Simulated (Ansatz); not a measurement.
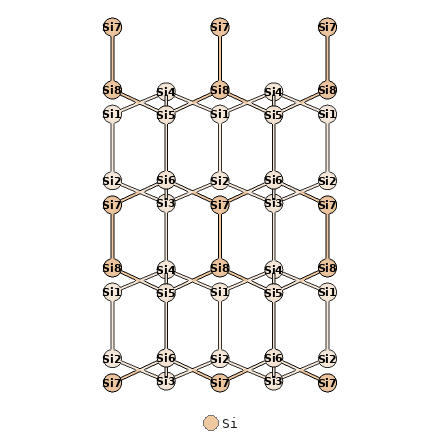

The system is O on a Si(100) slab cut from the P6_3/mmc phase, its upper half relaxed before the scan (8 atoms of substrate and one adsorbate in a 1 × 1 cell); the picture shows it without the atoms that are moved over the map. 
- O is moved over the surface cell at a fixed height above a rigid substrate; the origin of the map has the adsorbate above Si7; the height is held at 2.20 Å.
- Places are given modulo a cell vector. The map is drawn in real space over the plane of the surface.
- Grid: 6 × 6 points; 24 points were computed and 12 follow by symmetry.
- Energies: eV, counted from the lowest grid point.
- The magnetic moment jumps between some neighbouring points. With one adsorbate in each 1 × 1 cell, its nearest image is 3.8 Å away, so neighbouring adsorbates interact. At a fixed height the lowest place need not be the adsorption site.
- The calculation used DFT PBE+D3(BJ), scalar-relativistic, plane waves, PAW (Ansatz). Settings: cutoff 420 eV, k-mesh 7×4×1, gaussian smearing 0.05 eV, spin-polarised.

Range: position of O9 along the first surface vector from 0.000 to 0.833; position of O9 along the second surface vector from 0.000 to 0.833.

> What will the energy surface look like?

The lowest grid point is at (0/6, 4/6) of the cell vectors [nearest 1 Si at 2.20 Å]. The highest grid point, (3/6, 2/6) of the cell vectors [nearest 2 Si at 3.32 Å], lies 1.71 eV above the lowest. At the lowest point the adsorbate has 1 Si at 2.20 Å as nearest neighbours, at the highest 2 Si at 3.32 Å.

```tsv
second ↓, first →	0/6	1/6	2/6	3/6	4/6	5/6
5/6	0.01	0.39	1.09	1.41	1.09	0.39
4/6	0.00	0.32	0.95	1.34	0.95	0.32
3/6	0.51	0.74	1.22	1.49	1.22	0.74
2/6	1.23	1.35	1.59	1.71	1.59	1.35
1/6	0.63	0.84	1.28	1.52	1.28	0.84
0/6	0.02	0.33	0.95	1.33	0.95	0.33
```

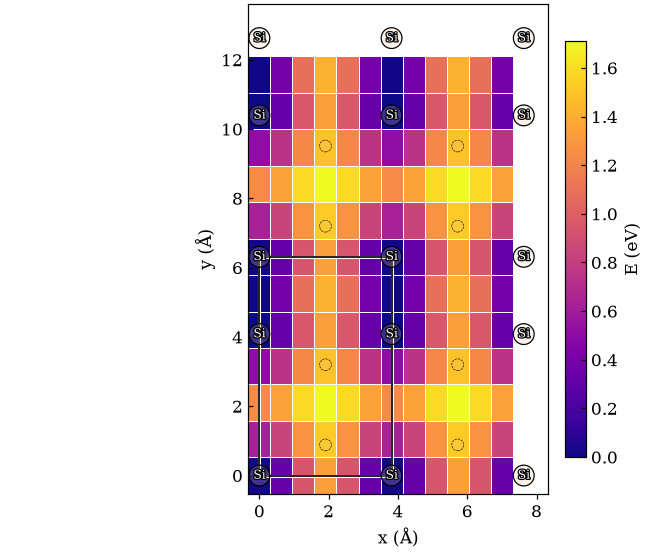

The picture shows one coloured cell a grid point, labelled circles for the atoms of the top layer and small ones for the second layer, the outline of one cell of the 2 × 2 shown.

The whole map (24 points run) took 65 min on 1 thread of Arm Neoverse V1, with other jobs on the host.

PAW datasets: the set soft_1.
